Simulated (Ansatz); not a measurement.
Structure (in its standard cell), the end point of a relaxation with DFT, revPBE, plane waves (420 eV) with PAW, scalar-relativistic in Ansatz 0.2.0; the starting structure was generated, so it need not be a known form of this composition:

```
CELL_PARAMETERS angstrom
3.06621 0.00000 0.00000
0.00000 3.06621 0.00000
0.00000 0.00000 3.06621
ATOMIC_POSITIONS crystal
Ru 0.00000 0.00000 0.00000
Ru 0.50000 0.50000 0.50000
```

### Predict the [111] zone-axis pattern (200 kV, kinematic, B = 0.8 Å²).

The spots form a hexagonal net with both shortest vectors at d = 2.17 Å, 60.0° apart. They are -1 1 0 and -1 0 1. The pattern has symmetry 6mm. No reflection of this zone is absent.

Strongest reflections with d > 0.80 Å, one of each family (|F|² from tabulated Gaussian fits of the electron scattering factors, times a small damping for the curvature of the Ewald sphere):

| hkl | d (Å) | I (strongest = 100) |
| --- | --- | --- |
| 1 0 -1 | 2.168 | 100 |
| 2 -1 -1 | 1.252 | 28 |
| 2 0 -2 | 1.084 | 17 |
| 3 -1 -2 | 0.819 | 6 |

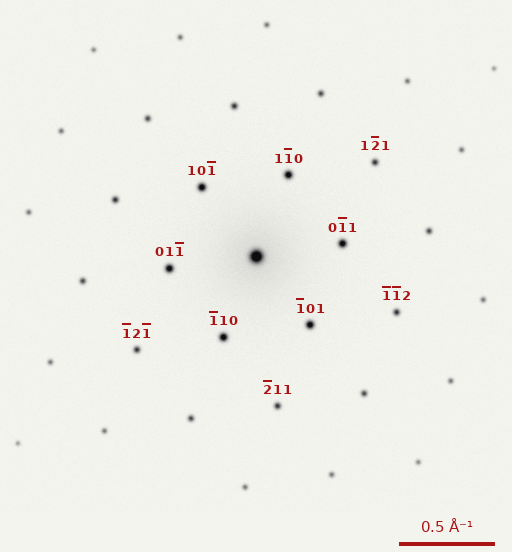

Calculated pattern, seen from the source side with [111] pointing towards the source.
